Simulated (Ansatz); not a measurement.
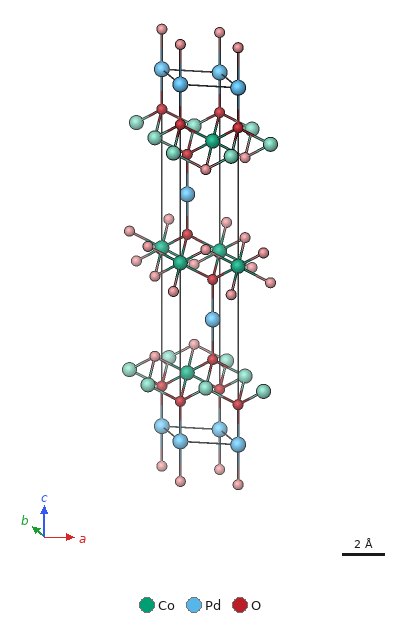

The input geometry (ball-and-stick view of the cell 3 times as large as that of the calculation, set on its symmetry axes, seen slightly off an axis; neighbours outside the cell are drawn fainter). Near neighbours in the crystal (not all of them lie inside the picture): Co has 6 O at 1.91 Å; Pd has 2 O at 2.01 Å; O has 3 Co at 1.91 Å and 1 Pd at 2.01 Å.

CoPdO$_{2}$: geometry relaxation (part 1 of 2)

CoPdO$_{2}$ (4 atoms in the cell), computed with DFT PBE, scalar-relativistic, plane waves, PAW, no spin polarisation (Ansatz 0.2.0).

The structure derives from an entry of the Crystallography Open Database.

## Output
```
basis.fft_grid_basis auto: the FFT boxes are laid along the combinations [[1, 0, -1], [0, 1, -1], [0, 0, 1]] of the cell's own vectors, 2.845, 2.845 and 6.182 Å long. The dense box has 20×20×45 points. Along the cell's own vectors, as sized, it would have 45×45×45, 5.06 times as many. Of the 12 symmetry operations that the crystal satisfies within crystal.symmetry.tolerance (time reversal apart; of a slab, those that keep its plane) the dense box along the cell's own vectors carries 12, and the one as laid loses 8 of those. basis.fft_grid_basis: typed keeps the cell's own vectors: state it where this run's energies or levels are differenced outside the engine with another run's, or held beside a run that keeps those vectors.
Engine: ansatz 0.2.0, x86_64-unknown-linux-gnu
Pseudopotentials: kind: paw
Pseudopotential: Co, paw, valence charge 17, recommended cutoff 420 eV (normal), Co.paw.azcp
Pseudopotential: Pd, paw, valence charge 18, recommended cutoff 420 eV (normal), Pd.paw.azcp
Pseudopotential: O, paw, valence charge 6, recommended cutoff 420 eV (normal), O.paw.azcp
Functional definition: PBE
  parameter kappa = 0.804
  parameter beta = 0.06672455060314922
  exchange = pbe_x(kappa = kappa, mu = beta*pi^2/3)
  correlation = pbe_c(beta = beta)
Crystal: 4 atoms, lattice volume = 41.777 Å³
Basis set: ecut = 420 eV, 829 PW (Γ), FFT grids on a1−a3, a2−a3, a3, exchange–correlation on 40×40×90 points (8 copies of the dense FFT grid, shifted against one another)
Bands: 29, of which v1, the nominal top of the filled ones, is band 24 counted from 1 (23 counted from 0)
Symmetry: 12 space group operations
Space group: R-3m (ITA 166), of the structure as read, at distance tolerance 3.5e-5 Å
k-points: 580 of 5832
Non-local potential: Co, projectors of the file, l = 0: 3, l = 1: 2, l = 2: 3, l = 3: 1
Non-local potential: Pd, projectors of the file, l = 0: 2, l = 1: 2, l = 2: 2, l = 3: 1
Non-local potential: O, projectors of the file, l = 0: 2, l = 1: 2, l = 2: 1
PAW form: soft (Blöchl's): semilocal exchange-correlation on the pseudo side does not see the compensation charge
PAW one-centre angular grid: Co, 590 points (default); XC on 64 Gauss nodes
PAW one-centre angular grid: Pd, 590 points (default); XC on 64 Gauss nodes
PAW one-centre angular grid: O, 110 points (default); XC on 64 Gauss nodes
Initial density: superposition of atomic densities (neutral atoms: chi_scale 0, normalization atom), corrected by the library's trained network
Initial wavefunctions: pseudopotential atomic-orbital guess
Functional: x = pbe(κ = 0.804, μ = 0.2195149727645171), c = pbe(β = 0.06672455060314922)
SCF iter   1: F=—  HF=-13232.298120 eV  |F-HF|=—  |Δ(HF+E_count)|=         —  Δρ=7.10e-3  dr2=2.91e-2  ethr=1.77e-3  ⟨swp⟩=5.9  Hψ=66407  notcnv=0
preconditioner: auto → Kerker (q_TF=auto, 2.782 Å⁻¹)  [metal: Δε(μ)=0.087 eV  Ē_g=10.516 eV  σ=0.100 eV  W_gap=0.40  n_scr=16 (ndim 8)  ℏωp=32.0 eV  f_vac=0.008  D(μ)=0.90/eV (n_scr^D=2)]
SCF iter   2: F=—  HF=-13232.297177 eV  |F-HF|=—  |Δ(HF+E_count)|=   9.43e-4  Δρ=3.13e-3  dr2=8.53e-3  ethr=6.20e-5  ⟨swp⟩=1.7  Hψ=22469  notcnv=0
SCF iter   3: F=—  HF=-13232.296674 eV  |F-HF|=—  |Δ(HF+E_count)|=   5.03e-4  Δρ=7.44e-4  dr2=1.22e-3  ethr=1.82e-5  ⟨swp⟩=1.0  Hψ=16196  notcnv=0
SCF iter   4: F=—  HF=-13232.296548 eV  |F-HF|=—  |Δ(HF+E_count)|=   1.26e-4  Δρ=3.84e-4  dr2=1.26e-4  ethr=2.59e-6  ⟨swp⟩=1.0  Hψ=16196  notcnv=0
SCF iter   5: F=—  HF=-13232.296517 eV  |F-HF|=—  |Δ(HF+E_count)|=   3.12e-5  Δρ=1.91e-4  dr2=1.81e-5  ethr=2.69e-7  ⟨swp⟩=2.3  Hψ=25510  notcnv=0
SCF iter   6: F=—  HF=-13232.296417 eV  |F-HF|=—  |Δ(HF+E_count)|=   9.96e-5  Δρ=5.99e-5  dr2=2.75e-6  ethr=3.86e-8  ⟨swp⟩=2.3  Hψ=24560  notcnv=0
SCF iter   7: F=—  HF=-13232.296417 eV  |F-HF|=—  |Δ(HF+E_count)|=   4.15e-8  Δρ=2.06e-5  dr2=1.08e-7  ethr=5.84e-9  ⟨swp⟩=2.0  Hψ=23629  notcnv=0
SCF iter   8: F=-13232.296417 eV  HF=-13232.296417 eV  |F-HF|=2.74e-9  |Δ(HF+E_count)|=   4.35e-8  Δρ=7.56e-6  dr2=2.10e-8  ethr=2.13e-10  ⟨swp⟩=7.3  Hψ=62604  notcnv=0
SCF 1 converged in 8 iterations: F = -13232.296417 eV  dr2 = 2.10e-8
  greatest PAW one-centre occupation: 1.000 electrons in one spin orbital (limit 2), on the Co atom at site 0 (counted from 0), in its partial waves of l = 1
relax step   1: F+E_penalty+E_count = -13232.29641735 eV  Δ(F+E_penalty+E_count) = +0.000e0 eV  max|allowed force component| = 2.014e-1 eV/Å  Δτ_max = 0.0000 Å  P = +1.391 GPa  Ω = 41.777 Å³  (8 SCF iters, dr2 threshold 1.00e-7 eV, accepted)
Crystal: 4 atoms, lattice volume = 42.090 Å³
Initial density: handed on by an earlier stage of this run
Initial wavefunctions: those handed on with the density
iter 1 solved again at ethr=2.28e-5 eV; its pass at ethr=3.10e-3 eV (dr2=1.07e-2 eV) is discarded
SCF iter   1: F=—  HF=-13232.300721 eV  |F-HF|=—  |Δ(HF+E_count)|=         —  Δρ=4.47e-3  dr2=1.08e-2  ethr=2.28e-5  ⟨swp⟩=1.0  Hψ=76190  notcnv=0
preconditioner: auto → Kerker (q_TF=auto, 2.779 Å⁻¹)  [metal: Δε(μ)=0.008 eV  Ē_g=10.459 eV  σ=0.100 eV  W_gap=0.05  n_scr=16 (ndim 8)  ℏωp=31.9 eV  f_vac=0.010  D(μ)=0.83/eV (n_scr^D=2)]
SCF iter   2: F=—  HF=-13232.300074 eV  |F-HF|=—  |Δ(HF+E_count)|=   6.47e-4  Δρ=1.89e-3  dr2=3.12e-3  ethr=2.28e-5  ⟨swp⟩=1.0  Hψ=16820  notcnv=0
SCF iter   3: F=—  HF=-13232.299829 eV  |F-HF|=—  |Δ(HF+E_count)|=   2.45e-4  Δρ=5.15e-4  dr2=4.94e-4  ethr=6.63e-6  ⟨swp⟩=1.0  Hψ=16820  notcnv=0
SCF iter   4: F=—  HF=-13232.299775 eV  |F-HF|=—  |Δ(HF+E_count)|=   5.45e-5  Δρ=2.31e-4  dr2=4.38e-5  ethr=1.05e-6  ⟨swp⟩=1.0  Hψ=16820  notcnv=0
SCF iter   5: F=—  HF=-13232.299654 eV  |F-HF|=—  |Δ(HF+E_count)|=   1.20e-4  Δρ=1.20e-4  dr2=8.24e-6  ethr=9.32e-8  ⟨swp⟩=2.9  Hψ=29862  notcnv=0
SCF iter   6: F=—  HF=-13232.299654 eV  |F-HF|=—  |Δ(HF+E_count)|=   7.66e-7  Δρ=3.33e-5  dr2=1.23e-6  ethr=1.75e-8  ⟨swp⟩=2.7  Hψ=25877  notcnv=0
SCF iter   7: F=-13232.299654 eV  HF=-13232.299654 eV  |F-HF|=1.30e-8  |Δ(HF+E_count)|=   1.24e-7  Δρ=1.44e-5  dr2=5.91e-8  ethr=8.51e-10  ⟨swp⟩=5.0  Hψ=68876  notcnv=0
SCF 2 converged in 7 iterations: F = -13232.299654 eV  dr2 = 5.91e-8
  greatest PAW one-centre occupation: 1.000 electrons in one spin orbital (limit 2), on the Co atom at site 0 (counted from 0), in its partial waves of l = 0
relax step   2: F+E_penalty+E_count = -13232.29965355 eV  Δ(F+E_penalty+E_count) = -3.236e-3 eV  max|allowed force component| = 6.669e-2 eV/Å  Δτ_max = 0.0087 Å  P = +0.225 GPa  Ω = 42.090 Å³  energy of the carried Pulay correction = -1.348e-3 eV  (7 SCF iters, dr2 threshold 4.00e-7 eV, accepted)
Crystal: 4 atoms, lattice volume = 42.173 Å³
iter 1 solved again at ethr=2.65e-6 eV; its pass at ethr=3.10e-3 eV (dr2=1.25e-3 eV) is discarded
SCF iter   1: F=—  HF=-13232.299809 eV  |F-HF|=—  |Δ(HF+E_count)|=         —  Δρ=1.49e-3  dr2=1.25e-3  ethr=2.65e-6  ⟨swp⟩=2.0  Hψ=74359  notcnv=0
preconditioner: auto → Kerker (q_TF=auto, 2.778 Å⁻¹)  [metal: Δε(μ)=0.008 eV  Ē_g=10.443 eV  σ=0.100 eV  W_gap=0.04  n_scr=16 (ndim 8)  ℏωp=31.8 eV  f_vac=0.010  D(μ)=0.84/eV (n_scr^D=2)]
SCF iter   2: F=—  HF=-13232.299742 eV  |F-HF|=—  |Δ(HF+E_count)|=   6.69e-5  Δρ=6.17e-4  dr2=3.59e-4  ethr=2.65e-6  ⟨swp⟩=1.0  Hψ=16820  notcnv=0
SCF iter   3: F=—  HF=-13232.299712 eV  |F-HF|=—  |Δ(HF+E_count)|=   2.96e-5  Δρ=1.83e-4  dr2=6.31e-5  ethr=7.63e-7  ⟨swp⟩=1.0  Hψ=16820  notcnv=0
SCF iter   4: F=—  HF=-13232.299584 eV  |F-HF|=—  |Δ(HF+E_count)|=   1.28e-4  Δρ=9.94e-5  dr2=5.96e-6  ethr=1.34e-7  ⟨swp⟩=1.0  Hψ=16820  notcnv=0
SCF iter   5: F=—  HF=-13232.299583 eV  |F-HF|=—  |Δ(HF+E_count)|=   1.48e-6  Δρ=6.08e-5  dr2=1.76e-6  ethr=1.27e-8  ⟨swp⟩=2.0  Hψ=30349  notcnv=0
SCF iter   6: F=-13232.299582 eV  HF=-13232.299582 eV  |F-HF|=9.84e-8  |Δ(HF+E_count)|=   1.82e-7  Δρ=1.44e-5  dr2=1.65e-7  ethr=5.91e-10  ⟨swp⟩=3.0  Hψ=64006  notcnv=0
SCF 3 converged in 6 iterations: F = -13232.299582 eV  dr2 = 1.65e-7
relax step   3: F+E_penalty+E_count = -13232.29958231 eV  Δ(F+E_penalty+E_count) = +7.124e-5 eV  max|allowed force component| = 1.323e-2 eV/Å  Δτ_max = 0.0030 Å  P = -0.061 GPa  Ω = 42.173 Å³  energy of the carried Pulay correction = -1.703e-3 eV  (6 SCF iters, dr2 threshold 2.78e-7 eV, accepted)
Crystal: 4 atoms, lattice volume = 42.158 Å³
iter 1 solved again at ethr=3.75e-8 eV; its pass at ethr=3.10e-3 eV (dr2=1.76e-5 eV) is discarded
SCF iter   1: F=—  HF=-13232.299768 eV  |F-HF|=—  |Δ(HF+E_count)|=         —  Δρ=1.96e-4  dr2=1.79e-5  ethr=3.75e-8  ⟨swp⟩=1.8  Hψ=59685  notcnv=0
preconditioner: auto → Kerker (q_TF=auto, 2.778 Å⁻¹)  [metal: Δε(μ)=0.007 eV  Ē_g=10.446 eV  σ=0.100 eV  W_gap=0.04  n_scr=16 (ndim 8)  ℏωp=31.8 eV  f_vac=0.010  D(μ)=0.85/eV (n_scr^D=2)]
SCF iter   2: F=—  HF=-13232.299662 eV  |F-HF|=—  |Δ(HF+E_count)|=   1.06e-4  Δρ=8.56e-5  dr2=5.87e-6  ethr=3.75e-8  ⟨swp⟩=1.0  Hψ=16820  notcnv=0
SCF iter   3: F=—  HF=-13232.299652 eV  |F-HF|=—  |Δ(HF+E_count)|=   1.04e-5  Δρ=2.16e-5  dr2=1.14e-6  ethr=1.25e-8  ⟨swp⟩=1.0  Hψ=16820  notcnv=0
SCF iter   4: F=—  HF=-13232.299652 eV  |F-HF|=—  |Δ(HF+E_count)|=   1.35e-7  Δρ=1.17e-5  dr2=1.37e-7  ethr=2.43e-9  ⟨swp⟩=1.0  Hψ=16820  notcnv=0
iter 5 did not close the SCF: its close was put off for the readings that it lacked (scf_convergence_deferred on its scf_iter line)
SCF iter   5: F=-13232.299652 eV  HF=-13232.299652 eV  |F-HF|=2.61e-9  |Δ(HF+E_count)|=   3.45e-8  Δρ=3.71e-6  dr2=5.07e-9  ethr=2.92e-10  ⟨swp⟩=2.2  Hψ=30222  notcnv=0
SCF iter   6: F=-13232.299652 eV  HF=-13232.299652 eV  |F-HF|=1.35e-9  |Δ(HF+E_count)|=  3.86e-10  Δρ=1.73e-6  dr2=1.59e-9  ethr=1.08e-11  ⟨swp⟩=1.8  Hψ=50893  notcnv=0
SCF 4 converged in 6 iterations: F = -13232.299652 eV  dr2 = 1.59e-9
relax step   4: F+E_penalty+E_count = -13232.29965171 eV  Δ(F+E_penalty+E_count) = -6.941e-5 eV  max|allowed force component| = 1.831e-3 eV/Å  Δτ_max = 0.0005 Å  P = +0.026 GPa  Ω = 42.158 Å³  energy of the carried Pulay correction = -1.641e-3 eV  (6 SCF iters, dr2 threshold 1.75e-8 eV, accepted)
Initial wavefunctions: pseudopotential atomic-orbital guess (no wavefunctions were taken with the density)
iter 1 solved again at ethr=7.73e-8 eV; its pass at ethr=3.10e-3 eV (dr2=3.63e-5 eV) is discarded
SCF iter   1: F=—  HF=-13232.300957 eV  |F-HF|=—  |Δ(HF+E_count)|=         —  Δρ=4.35e-4  dr2=2.30e-6  ethr=7.73e-8  ⟨swp⟩=3.2  Hψ=105842  notcnv=0
SCF iter   2: F=—  HF=-13232.301262 eV  |F-HF|=—  |Δ(HF+E_count)|=   3.06e-4  Δρ=2.22e-4  dr2=6.55e-7  ethr=4.90e-9  ⟨swp⟩=2.0  Hψ=25989  notcnv=0
SCF iter   3: F=—  HF=-13232.301406 eV  |F-HF|=—  |Δ(HF+E_count)|=   1.44e-4  Δρ=1.37e-5  dr2=2.29e-8  ethr=1.39e-9  ⟨swp⟩=2.7  Hψ=30044  notcnv=0
SCF iter   4: F=—  HF=-13232.301407 eV  |F-HF|=—  |Δ(HF+E_count)|=   3.86e-7  Δρ=2.26e-6  dr2=5.69e-9  ethr=4.87e-11  ⟨swp⟩=2.7  Hψ=27557  notcnv=0
SCF iter   5: F=—  HF=-13232.301407 eV  |F-HF|=—  |Δ(HF+E_count)|=  3.38e-10  Δρ=1.03e-6  dr2=1.02e-9  ethr=1.21e-11  ⟨swp⟩=1.0  Hψ=16820  notcnv=0
SCF iter   6: F=—  HF=-13232.301407 eV  |F-HF|=—  |Δ(HF+E_count)|=  1.24e-10  Δρ=5.05e-7  dr2=3.36e-10  ethr=2.16e-12  ⟨swp⟩=1.0  Hψ=16822  notcnv=0
SCF iter   7: F=—  HF=-13232.301407 eV  |F-HF|=—  |Δ(HF+E_count)|=  2.73e-11  Δρ=2.78e-7  dr2=7.76e-11  ethr=1.00e-12  ⟨swp⟩=1.0  Hψ=16820  notcnv=0
SCF iter   8: F=-13232.301407 eV  HF=-13232.301407 eV  |F-HF|=5.46e-12  |Δ(HF+E_count)|=  1.09e-11  Δρ=1.13e-7  dr2=5.84e-12  ethr=1.00e-12  ⟨swp⟩=4.0  Hψ=54031  notcnv=0
SCF 5 converged in 8 iterations: F = -13232.301407 eV  dr2 = 5.84e-12
relax step   5: F+E_penalty+E_count = -13232.30140663 eV  Δ(F+E_penalty+E_count) = -1.755e-3 eV  max|allowed force component| = 1.622e-3 eV/Å  Δτ_max = 0.0000 Å  P = +0.096 GPa  Ω = 42.158 Å³  stress off target by 1.17e-1 GPa  SCF on the basis re-selected at this cell (its energy is not comparable with the rows above)  (8 SCF iters)
basis re-selected at this cell: Δ(F+E_penalty+E_count) = -1.755e-3 eV, ΔP = +0.070 GPa vs the last step (what re-selecting the basis moved, of the pressure what is left beyond the Pulay correction that the steps carried, after the strain that the cell walked since its last selection, with what the two solves' SCF thresholds leave and, on support functions, any second-order correction that the steps lacked; it is no measure of the basis error at this ecutwfc). This SCF's stress stands 1.17e-1 GPa from its target on what of the cell is left free (relax.cell.stress_tol is 5.00e-2 GPa) and its largest allowed force component is 1.62e-3 eV/Å (relax.f_tol is 5.00e-3 eV/Å): not within both, so this SCF does not close the relaxation
Crystal: 4 atoms, lattice volume = 42.179 Å³
iter 1 solved again at ethr=1.72e-8 eV; its pass at ethr=3.10e-3 eV (dr2=8.09e-6 eV) is discarded
SCF iter   1: F=—  HF=-13232.301438 eV  |F-HF|=—  |Δ(HF+E_count)|=         —  Δρ=1.22e-4  dr2=8.02e-6  ethr=1.72e-8  ⟨swp⟩=2.0  Hψ=74323  notcnv=0
preconditioner: auto → Kerker (q_TF=auto, 2.778 Å⁻¹)  [metal: Δε(μ)=0.007 eV  Ē_g=10.442 eV  σ=0.100 eV  W_gap=0.04  n_scr=16 (ndim 8)  ℏωp=31.8 eV  f_vac=0.009  D(μ)=0.85/eV (n_scr^D=2)]
SCF iter   2: F=—  HF=-13232.301324 eV  |F-HF|=—  |Δ(HF+E_count)|=   1.14e-4  Δρ=5.10e-5  dr2=2.05e-6  ethr=1.71e-8  ⟨swp⟩=1.5  Hψ=17319  notcnv=0
SCF iter   3: F=—  HF=-13232.301324 eV  |F-HF|=—  |Δ(HF+E_count)|=   1.39e-7  Δρ=1.74e-5  dr2=3.78e-7  ethr=4.37e-9  ⟨swp⟩=1.0  Hψ=16820  notcnv=0
iter 4 did not close the SCF: its close was put off for the readings that it lacked (scf_convergence_deferred on its scf_iter line)
SCF iter   4: F=-13232.301324 eV  HF=-13232.301324 eV  |F-HF|=9.51e-9  |Δ(HF+E_count)|=   3.19e-8  Δρ=5.76e-6  dr2=1.81e-8  ethr=8.04e-10  ⟨swp⟩=1.0  Hψ=16820  notcnv=0
iter 5 did not close the SCF: its close was put off for the readings that it lacked (scf_convergence_deferred on its scf_iter line)
SCF iter   5: F=-13232.301324 eV  HF=-13232.301324 eV  |F-HF|=4.30e-9  |Δ(HF+E_count)|=   1.71e-9  Δρ=2.43e-6  dr2=5.16e-9  ethr=3.85e-11  ⟨swp⟩=2.0  Hψ=30344  notcnv=0
SCF iter   6: F=-13232.301324 eV  HF=-13232.301324 eV  |F-HF|=5.57e-10  |Δ(HF+E_count)|=  5.49e-10  Δρ=8.93e-7  dr2=8.38e-10  ethr=1.10e-11  ⟨swp⟩=2.0  Hψ=49680  notcnv=0
SCF 6 converged in 6 iterations: F = -13232.301324 eV  dr2 = 8.38e-10
```
